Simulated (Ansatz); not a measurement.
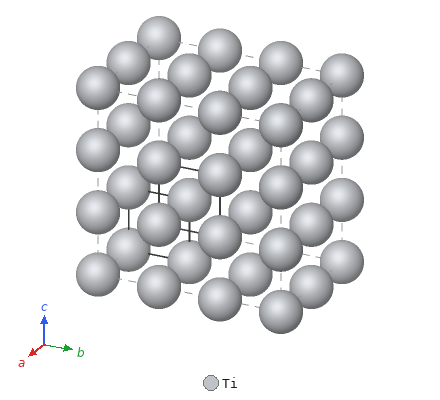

Ti (Pm-3m, No. 221): the geometry relaxed with DFT, LDA (PW92), plane waves (420 eV) with PAW, scalar-relativistic (Ansatz 0.2.0); the starting structure was generated, so it need not be a known form of this composition.

Space group Pm-3m (No. 221). a = 2.556 Å, b = 2.556 Å, c = 2.556 Å, α = 90.00°, β = 90.00°, γ = 90.00°
```tsv
atom	site	symmetry	x	y	z
Ti	1a	m-3m	0.0000	0.0000	0.0000
```

**What will a Z-contrast image along [211] show? The image is simulated as a sum over atoms of Z^1.7, blurred by a 0.75 Å probe (no channelling).**

The columns repeat on a rectangular net of 1.48 × 1.81 Å (plane group p2mm). All columns are alike (Ti). The shortest distance between visible columns is 1.48 Å in projection. Along the beam the structure repeats every 6.26 Å.

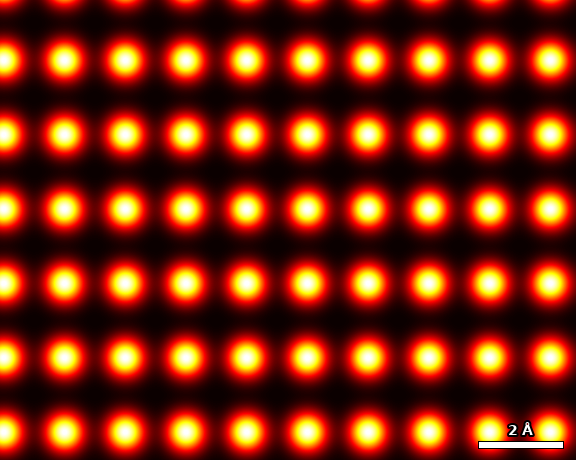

The simulated image.
